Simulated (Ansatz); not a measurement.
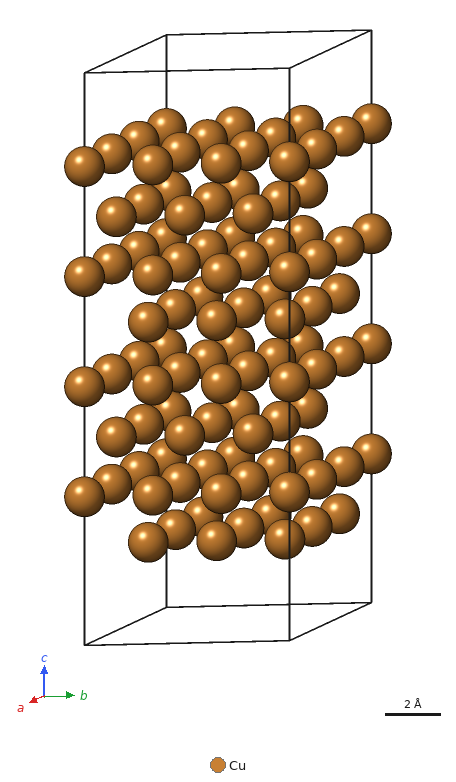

**Figure 1.** The input geometry (spheres-only view of the 3 × 3 repeat of the cell, with the vacuum cut short, seen slightly off an axis).

## Cu: geometry relaxation (part 1 of 2)

System: Cu (slab, 8 atoms in the cell).
Method: DFT PBEsol, scalar-relativistic, plane waves, PAW, no spin polarisation (Ansatz 0.2.0).

The structure derives from a Materials Project entry. It belongs to a series of runs on one base structure; here: (0 0 1) slab, atoms relaxed.

Input file
```yaml
crystal:
  lattice:
    - [2.5197984285, 0.0, 0.0]
    - [-1.2598992142, 2.1822094515, 0.0]
    - [0.0, 0.0, 29.4116958642]
  atoms:
    - { symbol: Cu, position: [0.3333333333, 0.6666666667, 0.2550005969] }
    - { symbol: Cu, position: [0.0, 0.0, 0.3250004263] }
    - { symbol: Cu, position: [0.6666666667, 0.3333333333, 0.3950002558] }
    - { symbol: Cu, position: [0.0, 0.0, 0.4650000853] }
    - { symbol: Cu, position: [0.3333333333, 0.6666666667, 0.5349999147] }
    - { symbol: Cu, position: [0.0, 0.0, 0.6049997442] }
    - { symbol: Cu, position: [0.6666666667, 0.3333333333, 0.6749995737] }
    - { symbol: Cu, position: [0.0, 0.0, 0.7449994031] }
basis:
  ecutwfc: 420
kpoints:
  mp_grid: { grid: [15, 15, 1] }
hamiltonian:
  xc: pbesol
scf:
  occupations: { method: gaussian, width: 0.1 }
output:
  forces: true
  eigenvalues: true
  write_density: true
  write_potential: true
  elf: true
  volumetric_format: npy
relax:
  adjacent_minimum: "off"
  f_tol: 0.02
  max_steps: 60
efield:
  axis: 3
  dipole_correction: true
  ramp_width: 0.04
```

Machine: 1 thread of Intel Xeon @ 2.50GHz (Skylake/Cascade Lake), 64 GiB of memory available, shared host.

Launched with:
```bash
ansatz run input.yaml --threads 1 --pin off --max-ram 2560MiB --backend cpu --events-out ev --progress --plain --runs-dir out
```

What the program printed
```
Engine: ansatz 0.2.0, x86_64-unknown-linux-gnu
Pseudopotentials: kind: paw
Pseudopotential: Cu, paw, valence charge 19, recommended cutoff 420 eV (normal), Cu.paw.azcp
Functional definition: PBEsol
  exchange = pbesol_x
  correlation = pbesol_c
Crystal: 8 atoms, lattice volume = 161.727 Å³
Basis set: ecut = 420 eV, 3189 PW (Γ), exchange–correlation on 36×36×400 points (8 copies of the dense FFT grid, shifted against one another)
Bands: 92, of which v1, the nominal top of the filled ones, is band 76 counted from 1 (75 counted from 0)
Symmetry: 6 space group operations
Space group: P3m1 (ITA 156), of the structure as read, at distance tolerance 5.4e-5 Å
k-points: 27 of 225 (time reversal used)
Non-local potential: Cu, projectors of the file, l = 0: 3, l = 1: 2, l = 2: 3, l = 3: 1
PAW form: soft (Blöchl's): semilocal exchange-correlation on the pseudo side does not see the compensation charge
PAW frozen core: Cu, regenerated for the run's functional, and the local potential with it (the file was generated under x = pbe(κ = 0.804, μ = 0.2195149727645171), c = pbe(β = 0.06672455060314922))
PAW one-centre angular grid: Cu, 590 points (default); XC on 64 Gauss nodes
Initial density: superposition of atomic densities (neutral atoms: chi_scale 0, normalization atom), corrected by the library's trained network
Initial wavefunctions: pseudopotential atomic-orbital guess
Functional: x = pbesol(κ = 0.804, μ = 0.12345679012345678), c = pbesol(β = 0.046)
SCF iter   1: F=—  HF=-52709.077828 eV  |F-HF|=—  |Δ(HF+E_count)|=         —  Δρ=1.67e-2  dr2=3.56e-1  ethr=1.77e-3  p=-0.001 e·Å  D=-9.35e-4 V/Å  ΔV_dip=0.03 eV  dr2_dipole=6.09e-3  V_vac-E_F(+/−)=4.80/4.77 eV  ⟨swp⟩=6.3  Hψ=9705  notcnv=0  defer=108
efield: sawtooth ramp at fractional position 0.9800 (placed from the atoms, in the widest stretch of the axis that holds none; the zero of the levels goes with the place), width 0.0400; the density the first Hamiltonian is built on has a dipole p = -0.001 e·Å; the dipole correction subtracts the counter field D = -9.35e-4 V/Å, which shifts the + side's vacuum level by +0.03 eV against the − side's; the planar-averaged density in the ramp window peaks in size at 6.9e-5 e/Å³
preconditioner: auto → LDOS  [metal: Δε(μ)=0.030 eV  Ē_g=9.511 eV  σ=0.100 eV  W_gap=0.16  n_scr=24 (ndim 8)  ℏωp=27.4 eV  f_vac=0.418  D(μ)=3.26/eV (n_scr^D=16)  β→1.0]
SCF iter   2: F=—  HF=-52709.497286 eV  |F-HF|=—  |Δ(HF+E_count)|=   4.19e-1  Δρ=4.53e-2  dr2=1.77e0  ethr=2.34e-4  p=-0.000 e·Å  D=-1.88e-4 V/Å  ΔV_dip=0.01 eV  dr2_dipole=3.02e-6  V_vac-E_F(+/−)=5.04/5.03 eV  ⟨swp⟩=3.0  Hψ=5748  notcnv=0  defer=236  recentre
SCF iter   3: F=—  HF=-52709.027468 eV  |F-HF|=—  |Δ(HF+E_count)|=   4.70e-1  Δρ=2.94e-3  dr2=4.06e-2  ethr=2.34e-4  p=-0.000 e·Å  D=-4.88e-4 V/Å  ΔV_dip=0.01 eV  dr2_dipole=1.34e-3  V_vac-E_F(+/−)=4.90/4.88 eV  ⟨swp⟩=2.9  Hψ=4933  notcnv=0  defer=236
SCF iter   4: F=—  HF=-52709.024785 eV  |F-HF|=—  |Δ(HF+E_count)|=   2.68e-3  Δρ=1.56e-3  dr2=4.04e-3  ethr=2.67e-5  p=-0.000 e·Å  D=-7.55e-6 V/Å  ΔV_dip=0.00 eV  dr2_dipole=1.52e-4  V_vac-E_F(+/−)=4.96/4.96 eV  ⟨swp⟩=2.2  Hψ=3647  notcnv=0  defer=236
SCF iter   5: F=—  HF=-52709.024372 eV  |F-HF|=—  |Δ(HF+E_count)|=   4.13e-4  Δρ=7.91e-4  dr2=7.79e-4  ethr=2.66e-6  p=-0.000 e·Å  D=-1.64e-5 V/Å  ΔV_dip=0.00 eV  dr2_dipole=1.39e-6  V_vac-E_F(+/−)=4.98/4.98 eV  ⟨swp⟩=2.1  Hψ=3522  notcnv=0  defer=236
SCF iter   6: F=—  HF=-52709.024303 eV  |F-HF|=—  |Δ(HF+E_count)|=   6.91e-5  Δρ=1.66e-4  dr2=5.27e-5  ethr=5.12e-7  p=0.000 e·Å  D=1.09e-4 V/Å  ΔV_dip=-0.00 eV  dr2_dipole=7.88e-6  V_vac-E_F(+/−)=4.98/4.99 eV  ⟨swp⟩=2.4  Hψ=3867  notcnv=0  defer=236
iter 7 did not close the SCF: its close was put off until two iterations running show no level that it waits for move by more than its bar (scf_convergence_deferred on its scf_iter line)
SCF iter   7: F=-52709.024310 eV  HF=-52709.024315 eV  |F-HF|=4.76e-6  |Δ(HF+E_count)|=   1.21e-5  Δρ=8.30e-5  dr2=8.17e-6  ethr=6.58e-9  p=0.000 e·Å  D=1.14e-4 V/Å  ΔV_dip=-0.00 eV  dr2_dipole=6.31e-8  V_vac-E_F(+/−)=4.99/4.99 eV  ⟨swp⟩=21.3  Hψ=29159  notcnv=0
SCF iter   8: F=-52709.024314 eV  HF=-52709.024316 eV  |F-HF|=2.58e-6  |Δ(HF+E_count)|=   1.11e-6  Δρ=3.12e-5  dr2=3.37e-6  ethr=5.37e-9  p=0.000 e·Å  D=1.32e-4 V/Å  ΔV_dip=-0.00 eV  dr2_dipole=1.03e-6  V_vac-E_F(+/−)=4.99/4.99 eV  ⟨swp⟩=12.7  Hψ=21484  notcnv=0
SCF 1 converged in 8 iterations: F = -52709.024314 eV  dr2 = 3.37e-6
  greatest PAW one-centre occupation: 1.000 electrons in one spin orbital (limit 2), on the Cu atom at site 7 (counted from 0), in its partial waves of l = 0
relax step   1: F+E_penalty+E_count = -52709.02431374 eV  Δ(F+E_penalty+E_count) = +0.000e0 eV  max|allowed force component| = 8.312e-2 eV/Å  Δτ_max = 0.0000 Å  (8 SCF iters, dr2 threshold 1.00e-5 eV, accepted)
Initial density: handed on by an earlier stage of this run
Initial wavefunctions: those handed on with the density
iter 1 solved again at ethr=2.70e-7 eV; its pass at ethr=3.10e-3 eV (dr2=4.11e-4 eV) is discarded
SCF iter   1: F=—  HF=-52709.025627 eV  |F-HF|=—  |Δ(HF+E_count)|=         —  Δρ=7.28e-4  dr2=4.23e-4  ethr=2.70e-7  p=0.000 e·Å  D=1.32e-4 V/Å  ΔV_dip=-0.00 eV  dr2_dipole=1.21e-6  V_vac-E_F(+/−)=4.99/4.99 eV  ⟨swp⟩=2.7  Hψ=7395  notcnv=0  defer=236
efield: sawtooth ramp at fractional position 0.9800 (handed on by an earlier solve), width 0.0400; the density the first Hamiltonian is built on has a dipole p = 0.000 e·Å; the dipole correction subtracts the counter field D = 1.32e-4 V/Å, which shifts the + side's vacuum level by -0.00 eV against the − side's; the planar-averaged density in the ramp window peaks in size at 1.4e-5 e/Å³
preconditioner: auto → LDOS  [metal: Δε(μ)=0.021 eV  Ē_g=9.664 eV  σ=0.100 eV  W_gap=0.12  n_scr=24 (ndim 8)  ℏωp=27.4 eV  f_vac=0.418  D(μ)=3.31/eV (n_scr^D=18)  β→1.0]
SCF iter   2: F=—  HF=-52709.025402 eV  |F-HF|=—  |Δ(HF+E_count)|=   2.25e-4  Δρ=1.99e-4  dr2=1.18e-4  ethr=2.70e-7  p=0.000 e·Å  D=1.85e-4 V/Å  ΔV_dip=-0.01 eV  dr2_dipole=1.07e-6  V_vac-E_F(+/−)=4.99/4.99 eV  ⟨swp⟩=2.0  Hψ=4152  notcnv=0  defer=236
SCF iter   3: F=—  HF=-52709.025383 eV  |F-HF|=—  |Δ(HF+E_count)|=   1.94e-5  Δρ=1.35e-4  dr2=2.15e-5  ethr=7.74e-8  p=0.000 e·Å  D=1.01e-4 V/Å  ΔV_dip=-0.00 eV  dr2_dipole=3.59e-6  V_vac-E_F(+/−)=4.99/4.99 eV  ⟨swp⟩=2.1  Hψ=3658  notcnv=0  defer=236
SCF iter   4: F=—  HF=-52709.025382 eV  |F-HF|=—  |Δ(HF+E_count)|=   3.88e-7  Δρ=1.15e-4  dr2=1.31e-5  ethr=1.42e-8  p=0.000 e·Å  D=1.52e-4 V/Å  ΔV_dip=-0.00 eV  dr2_dipole=3.03e-7  V_vac-E_F(+/−)=4.99/4.99 eV  ⟨swp⟩=2.7  Hψ=4415  notcnv=0  defer=236
SCF iter   5: F=—  HF=-52709.025381 eV  |F-HF|=—  |Δ(HF+E_count)|=   1.95e-6  Δρ=3.69e-5  dr2=1.85e-6  ethr=8.61e-9  p=0.000 e·Å  D=1.39e-4 V/Å  ΔV_dip=-0.00 eV  dr2_dipole=2.53e-11  V_vac-E_F(+/−)=4.99/4.99 eV  ⟨swp⟩=2.0  Hψ=3292  notcnv=0  defer=236
SCF iter   6: F=-52709.025380 eV  HF=-52709.025380 eV  |F-HF|=3.98e-7  |Δ(HF+E_count)|=   1.71e-7  Δρ=1.49e-5  dr2=3.74e-7  ethr=2.84e-10  p=0.000 e·Å  D=1.29e-4 V/Å  ΔV_dip=-0.00 eV  dr2_dipole=6.64e-9  V_vac-E_F(+/−)=4.99/4.99 eV  ⟨swp⟩=15.6  Hψ=22458  notcnv=0
SCF 2 converged in 6 iterations: F = -52709.025380 eV  dr2 = 3.74e-7
relax step   2: F+E_penalty+E_count = -52709.02537995 eV  Δ(F+E_penalty+E_count) = -1.066e-3 eV  max|allowed force component| = 5.279e-2 eV/Å  Δτ_max = 0.0057 Å  (6 SCF iters, dr2 threshold 4.32e-7 eV, accepted)
SCF iter   1: F=—  HF=-52709.026468 eV  |F-HF|=—  |Δ(HF+E_count)|=         —  Δρ=1.02e-3  dr2=8.15e-4  ethr=5.46e-6  p=0.000 e·Å  D=1.28e-4 V/Å  ΔV_dip=-0.00 eV  dr2_dipole=1.61e-5  V_vac-E_F(+/−)=4.99/4.99 eV  ⟨swp⟩=2.7  Hψ=4576  notcnv=0  defer=236
efield: sawtooth ramp at fractional position 0.9800 (handed on by an earlier solve), width 0.0400; the density the first Hamiltonian is built on has a dipole p = 0.000 e·Å; the dipole correction subtracts the counter field D = 1.28e-4 V/Å, which shifts the + side's vacuum level by -0.00 eV against the − side's; the planar-averaged density in the ramp window peaks in size at 1.7e-5 e/Å³
preconditioner: auto → LDOS  [metal: Δε(μ)=0.020 eV  Ē_g=9.666 eV  σ=0.100 eV  W_gap=0.11  n_scr=24 (ndim 8)  ℏωp=27.4 eV  f_vac=0.418  D(μ)=3.32/eV (n_scr^D=18)  β→1.0]
SCF iter   2: F=—  HF=-52709.026089 eV  |F-HF|=—  |Δ(HF+E_count)|=   3.79e-4  Δρ=3.66e-4  dr2=2.71e-4  ethr=5.36e-7  p=0.000 e·Å  D=1.82e-4 V/Å  ΔV_dip=-0.01 eV  dr2_dipole=2.50e-6  V_vac-E_F(+/−)=4.98/4.99 eV  ⟨swp⟩=2.4  Hψ=4736  notcnv=0  defer=236
SCF iter   3: F=—  HF=-52709.026057 eV  |F-HF|=—  |Δ(HF+E_count)|=   3.27e-5  Δρ=3.92e-4  dr2=1.68e-4  ethr=1.78e-7  p=0.000 e·Å  D=3.47e-5 V/Å  ΔV_dip=-0.00 eV  dr2_dipole=1.75e-5  V_vac-E_F(+/−)=4.98/4.98 eV  ⟨swp⟩=2.3  Hψ=4252  notcnv=0  defer=236
SCF iter   4: F=—  HF=-52709.026030 eV  |F-HF|=—  |Δ(HF+E_count)|=   2.63e-5  Δρ=3.84e-5  dr2=2.81e-6  ethr=1.11e-7  p=0.000 e·Å  D=8.20e-5 V/Å  ΔV_dip=-0.00 eV  dr2_dipole=1.11e-6  V_vac-E_F(+/−)=4.98/4.99 eV  ⟨swp⟩=2.4  Hψ=3883  notcnv=0  defer=236
SCF iter   5: F=—  HF=-52709.026035 eV  |F-HF|=—  |Δ(HF+E_count)|=   4.79e-6  Δρ=3.12e-5  dr2=1.80e-6  ethr=1.85e-9  p=0.000 e·Å  D=8.06e-5 V/Å  ΔV_dip=-0.00 eV  dr2_dipole=9.42e-7  V_vac-E_F(+/−)=4.98/4.99 eV  ⟨swp⟩=3.0  Hψ=4523  notcnv=0  defer=236
SCF iter   6: F=—  HF=-52709.026035 eV  |F-HF|=—  |Δ(HF+E_count)|=   5.59e-8  Δρ=2.17e-5  dr2=9.44e-7  ethr=1.18e-9  p=0.000 e·Å  D=7.51e-5 V/Å  ΔV_dip=-0.00 eV  dr2_dipole=3.88e-7  V_vac-E_F(+/−)=4.98/4.99 eV  ⟨swp⟩=2.0  Hψ=3285  notcnv=0  defer=236
SCF iter   7: F=—  HF=-52709.026035 eV  |F-HF|=—  |Δ(HF+E_count)|=   3.40e-8  Δρ=3.46e-6  dr2=1.01e-7  ethr=6.21e-10  p=0.000 e·Å  D=7.34e-5 V/Å  ΔV_dip=-0.00 eV  dr2_dipole=3.88e-8  V_vac-E_F(+/−)=4.98/4.99 eV  ⟨swp⟩=2.0  Hψ=2991  notcnv=0  defer=236
SCF iter   8: F=-52709.026035 eV  HF=-52709.026035 eV  |F-HF|=3.37e-8  |Δ(HF+E_count)|=   2.73e-8  Δρ=3.40e-6  dr2=5.03e-8  ethr=6.58e-11  p=0.000 e·Å  D=7.22e-5 V/Å  ΔV_dip=-0.00 eV  dr2_dipole=6.86e-10  V_vac-E_F(+/−)=4.98/4.99 eV  ⟨swp⟩=16.0  Hψ=19592  notcnv=0
SCF 3 converged in 8 iterations: F = -52709.026035 eV  dr2 = 5.03e-8
relax step   3: F+E_penalty+E_count = -52709.02603490 eV  Δ(F+E_penalty+E_count) = -6.550e-4 eV  max|allowed force component| = 1.782e-3 eV/Å  Δτ_max = 0.0078 Å  (8 SCF iters, accepted)
```

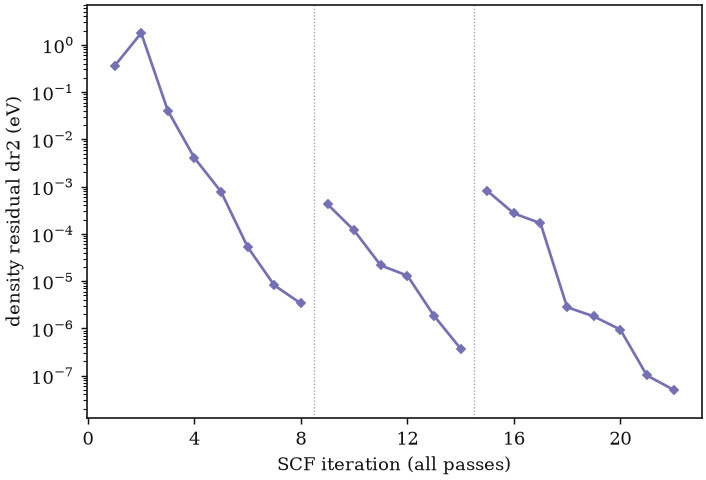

**Figure 2.** Convergence of the self-consistent field: density residual dr2 against the SCF iteration. The dotted lines part the SCF passes of the relaxation: geometry steps, rejected trials and re-solves on a re-selected basis. The passes take 8, 6 and 8 iterations.

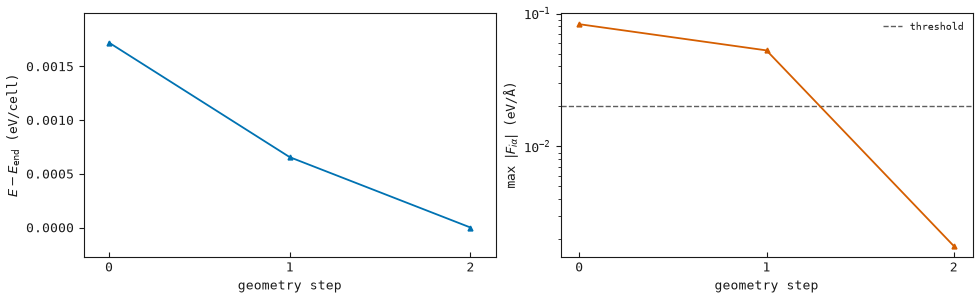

**Figure 3.** Progress of the relaxation, step by step (the first geometry is step 0 here and step 1 in the log). The largest moves, 0.013 Å, are those of Cu2 and Cu3. The cell doesn't change. Distances before and after: Cu1–Cu2 2.521 → 2.505 Å, Cu3–Cu4 2.521 → 2.529 Å. The energy falls by 1.7 meV per cell of the calculation in 2 geometry steps. Largest force component: 0.083 eV/Å at the start, 0.0018 eV/Å at the end. (Atoms are counted from 1 in the order of the input.)

```
WARN: The output density's exchange-correlation potential varies sharply where the density is thin. Do not read a vacuum level from v_tot or v_xc, or from such a field of the output density. On a cell that repeats whose density bears no net charge and no dipole along the vacuum's axis use v_es (v_loc + v_h of the components); under efield.dipole_correction with no amplitude use v_es + v_field, which holds any external_charges[].barrier, or the levels of the report's work_function block, which leave it out; under a non-zero efield.amplitude the vacuum is tilted and has no level; on a cell that repeats and bears such a dipole with no correction it is tilted too, and efield.dipole_correction with no amplitude gives each side of its ramp a level where efield: is served; in a cell that repeats whose density bears a net charge (total_charge, or a fill off its count) it is curved and has none; of a slab under crystal.periodic whose density bears no net charge use v_es, which has a level on each side, short of where the two are joined; of another it falls or rises all the way out and has none; of a slab beside external_charges read slab_vacuum_level instead, which it has where they leave it neutral. The grid or the basis barely resolves most such structure, and the values can differ between equally converged runs; as a rule a tighter scf.convergence.dr2_threshold does not remove it. Where the density itself ripples (under the LDA too) a higher basis.ecutwfc lessens it. The files hold the spikes' plane waves up to the density's cutoff. Files: v_tot_of_output_density and the like, and their columns of v_z.tsv (output.write_potential); v_xc_of_output_density and the like, and their columns of v_comp_z.tsv (output.write_potential_components). Measured: with its Gaussian average of σ = 0.25 Å subtracted twice, the exchange-correlation potential is over 0.1 eV at 228 of the grid points where the equally averaged density (valence and model cores) is under 1e-3 e/Å³, and 0.244 eV at the most among them, at an averaged density of 3.1e-8 e/Å³. The input density's (outcome.potential() and, of a run that writes arrays, v_tot and v_xc) is over 0.1 eV, so measured, at 38 points of its own thin density, 0.174 eV at the most. See output.write_potential in the manual, Limitations
SCF converged after 8 iterations
Free energy (F): -52709.026035 eV
Harris-Foulkes:  -52709.026035 eV  (|F-HF|=3.37e-8)
Internal energy: -52709.009425 eV  (E = F + TS)
```
